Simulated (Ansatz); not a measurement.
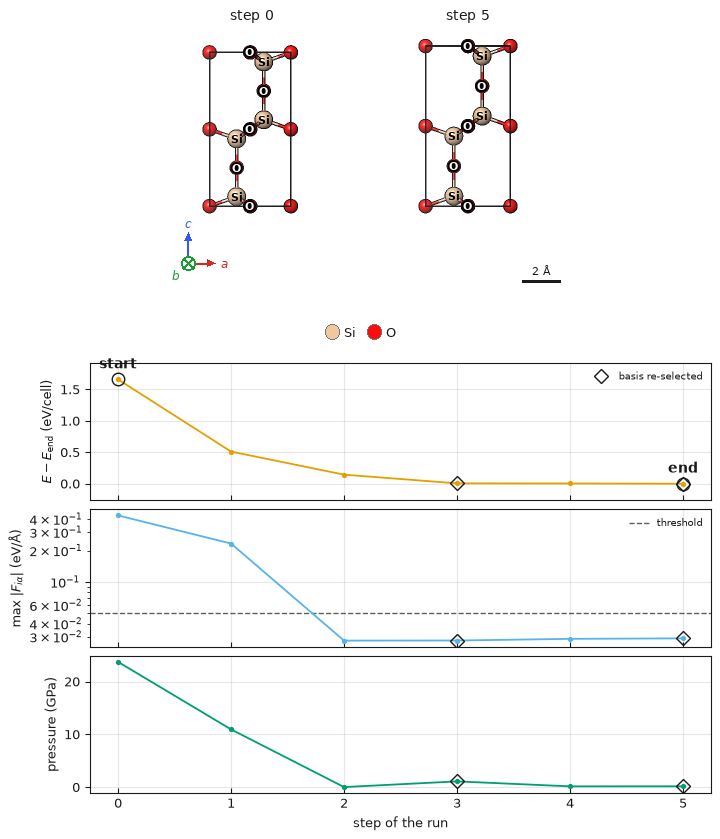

First and last geometry of a relaxation of crystalline SiO$_{2}$ (set up in P6_3/mmc) (coarse preliminary run), with the history of the run. The picture is a ball-and-stick view of the cell of the calculation, seen along the b axis.

The calculation used DFT PBE, scalar-relativistic, plane waves, PAW in Ansatz. Settings: plane-wave cutoff 420 eV; k-point mesh 6 × 6 × 4; occupations gaussian; smearing width 0.1 eV; no spin polarisation; cell and atoms relaxed; force threshold 0.05 eV/Å; at most 80 steps.

Question: Did the run converge, and what did it change?

Answer: It converged. The largest moves relative to the cell, 0.005 Å, are those of Si atoms. O stays in place. Cell: a = b 5.052 → 5.272 Å (+4.4 %), c 8.270 → 8.615 Å (+4.2 %). Volume +13.4 %. Among the contacts that change: O–Si 1.555 → 1.614 Å. The space group stays P6_3/mmc (No. 194). The energy falls by 1.660 eV per cell of the calculation in 3 accepted moves (5 points after the start). The largest force component goes from 0.43 to 0.029 eV/Å. The pressure goes from 23.74 to 0.18 GPa. The SCF was repeated twice at an unchanged geometry on a basis and grid sized afresh for the cell, which shifted the energy by 0.139 eV per cell of the calculation at most.
